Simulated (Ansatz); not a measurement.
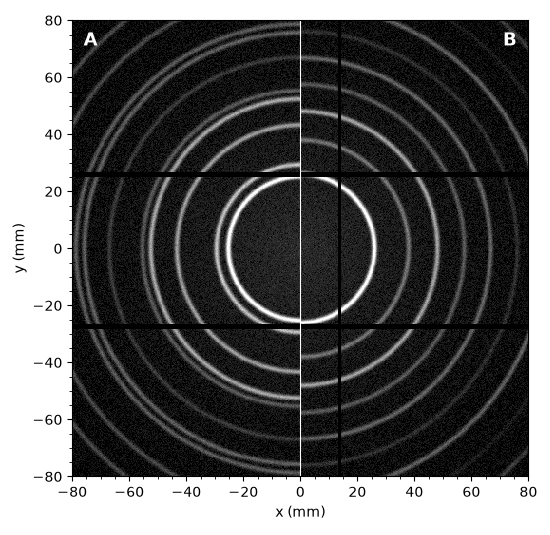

Simulated X-ray powder rings on a flat area detector normal to the beam: λ = 0.7107 Å, sample-to-detector distance 90 mm, axes in mm from the beam centre, for a fine-grained powder without texture. Kinematic intensities with B = 0.5 Å² for all atoms, without absorption; brightness goes as intensity to the power 0.5, clipped at the top, with counting noise. Reflections closer than the ring width show as one ring. The left and right halves show two different samples, each scaled to its strongest ring.

Structure 1:
```
Zr
1.0
     4.52186    0.00000    0.00000
     0.00000    4.52186    0.00000
     0.00000    0.00000    4.52186
Zr
4
Direct
  0.00000 0.00000 0.00000
  0.00000 0.50000 0.50000
  0.50000 0.00000 0.50000
  0.50000 0.50000 0.00000
```

Structure 2:
```cif
data_structure
_symmetry_space_group_name_H-M 'Im-3m'
_symmetry_Int_Tables_number 229
_cell_length_a 3.5813
_cell_length_b 3.5813
_cell_length_c 3.5813
_cell_angle_alpha 90.000
_cell_angle_beta 90.000
_cell_angle_gamma 90.000
_cell_volume 45.93
loop_
_atom_site_label
_atom_site_type_symbol
_atom_site_symmetry_multiplicity
_atom_site_Wyckoff_symbol
_atom_site_fract_x
_atom_site_fract_y
_atom_site_fract_z
_atom_site_occupancy
Zr1 Zr 2 a 0.00000 0.00000 0.00000 1
```

All cells are input geometries of electronic-structure calculations (not necessarily at equilibrium); the starting structure was generated, so it need not be a known form of this composition.

Q: Which structure gives which half?

A: Half A is structure 1 (Zr): 111 at 25.2 mm (d = 2.61 Å), 200 at 29.4 mm (d = 2.26 Å), 220 at 43.3 mm (d = 1.599 Å), 311 at 52.4 mm (d = 1.363 Å).
Half B is structure 2 (Zr): 110 at 26.0 mm (d = 2.53 Å), 200 at 38.0 mm (d = 1.791 Å), 211 at 48.1 mm (d = 1.462 Å), 220 at 57.6 mm (d = 1.266 Å).
